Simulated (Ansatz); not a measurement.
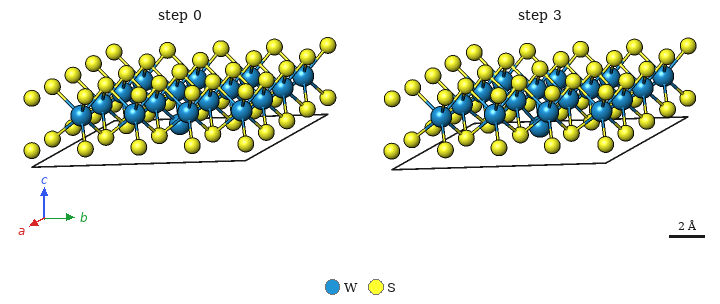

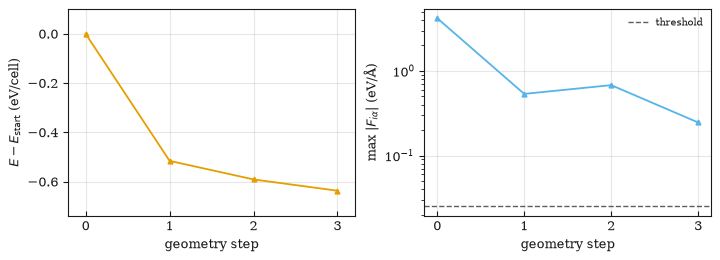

First and last geometry of a relaxation of a defect cell of composition W17S31, with the history of the run. A ball-and-stick model of the cell of the calculation, outlined in the plane, without the vacuum (origin shifted), seen slightly off an axis.

Case: W on a S site (i), charge +0, atoms relaxed at the host's cell.

Theory: DFT PBE+D3(BJ), scalar-relativistic, plane waves, PAW in Ansatz. Settings: plane-wave cutoff 420 eV; k-point mesh 2 × 2 × 2; occupations gaussian; smearing width 0.01 eV; no spin polarisation; atoms relaxed in a fixed cell; force threshold 0.025 eV/Å; at most 45 steps.

Read the history and describe the run.

The run was cut off at its time limit before the relaxation converged, so the last structure is only a point on the way. The atom that moves furthest relative to the layer's centre is an S atom (0.18 Å along the normal (+c)). Largest moves by element: S 0.18 Å, W 0.15 Å. The cell stays as it was. Among the contacts that change: W–W 2.411 → 2.570 Å, W–W 3.160 → 3.100 Å, S–W 2.411 → 2.447 Å, W–W 3.160 → 3.177 Å. Among the angles between lasting bonds that change: W–W–W 81.9° → 74.2°, W–W–S 81.6° → 88.3°, W–W–S 81.9° → 75.4°. The energy falls by 0.637 eV per cell of the calculation in 3 geometry steps. Largest force component: 4.2 eV/Å at the start, 0.25 eV/Å at the end.
